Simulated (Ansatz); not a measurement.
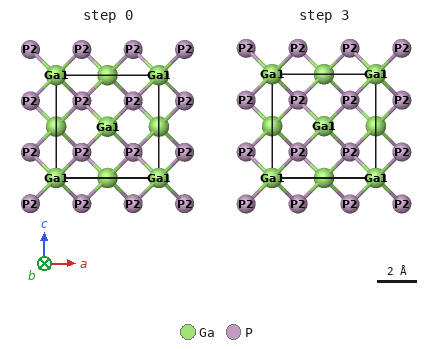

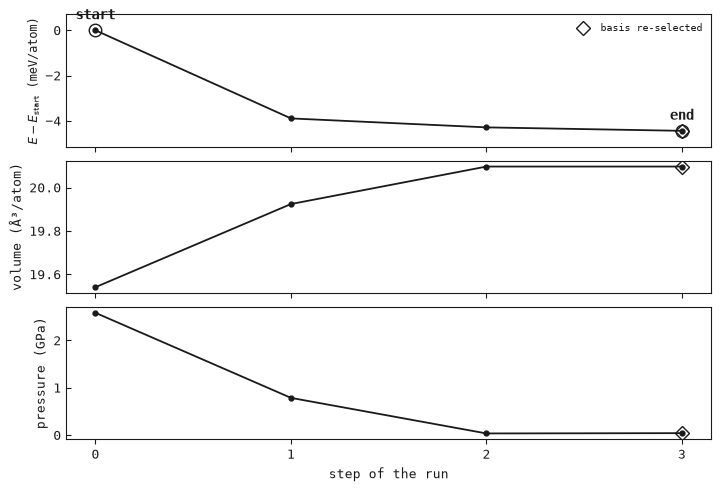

First and last geometry of a relaxation of crystalline GaP (a generated structure, set up in F-43m), with the history of the run. The picture is a ball-and-stick view of the conventional cell (4 times the calculation's cell), seen along the b axis. Lengths and directions refer to the drawn axes.

Case: S → P, Zn → Ga on all its sites, cell and atoms relaxed.

Theory: DFT PBEsol, scalar-relativistic, plane waves, PAW in Ansatz 0.2.0.

The input:
```yaml
crystal:
  lattice:
    - [0.0, 2.6935032532, 2.6935032532]
    - [2.6935032532, 0.0, 2.6935032532]
    - [2.6935032532, 2.6935032532, 0.0]
  atoms:
    - { symbol: Ga, position: [0.0, 0.0, 0.0] }
    - { symbol: P, position: [0.25, 0.25, 0.25] }
basis:
  ecutwfc: 420
kpoints:
  mp_grid: { grid: [10, 10, 10] }
hamiltonian:
  xc: pbesol
scf:
  occupations: { method: gaussian, width: 0.02 }
output:
  forces: true
  stress: true
  eigenvalues: true
relax:
  adjacent_minimum: "off"
  f_tol: 0.01
  max_steps: 60
  cell: { stress_tol: 0.1 }
```

Run as
```bash
ansatz run input.yaml --threads 1 --pin off --max-ram 2560MiB --backend cpu --events-out ev --progress --plain --runs-dir out
```

What do the curves and the structures tell?

Answer. It converged. Over 2 accepted moves (3 points after the start) the energy falls by 4.4 meV per atom. All forces vanish by symmetry, so only the cell relaxes. Pressure: 2.58 GPa at the start and 0.04 GPa at the end. At 1 point the geometry stayed and the basis and grid were re-selected for the new cell (energy shift of 0.2 meV per atom at most each time). No atom moves by more than 0.005 Å relative to the cell. Cell: a = b = c 5.387 → 5.438 Å (+0.9 %). Volume +2.8 %. Near-neighbour distances that change, for instance: Ga1–P2 2.333 → 2.355 Å. The space group stays F-43m (No. 216).
